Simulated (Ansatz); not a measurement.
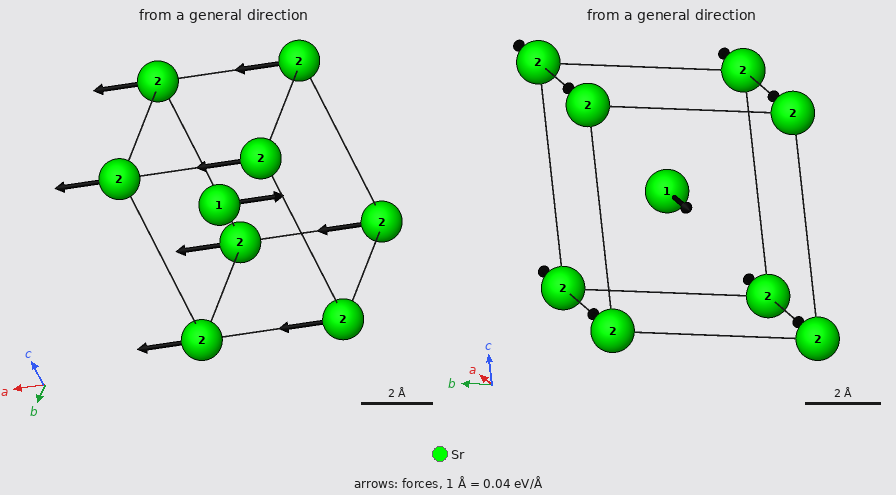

A spheres-only rendering, viewed from two general directions. Atoms at the boundary of the cell (the run's own, in a reduced setting) (the box) are drawn once for each face, edge or corner they touch. The arrows are the computed forces on the atoms.

System: Sr. Calculation details: Ansatz 0.2.0, DFT PBE, scalar-relativistic, plane waves, PAW; 420 eV cutoff, k-points about 0.17 Å⁻¹ apart, Gaussian smearing of 0.1 eV, no spin polarisation.

> Are the forces small enough to call this converged?

No. The atoms still feel forces of up to about 0.053 eV/Å, above a usual threshold of 0.01 to 0.03 eV/Å.

> Which atom is pushed hardest?

Sr1 and Sr2, about 0.053 eV/Å.

Source of the structure: a structure listed in the Materials Project. The cell was then strained or its atoms displaced on purpose. Ansatz was used for an electronic-structure calculation on it.
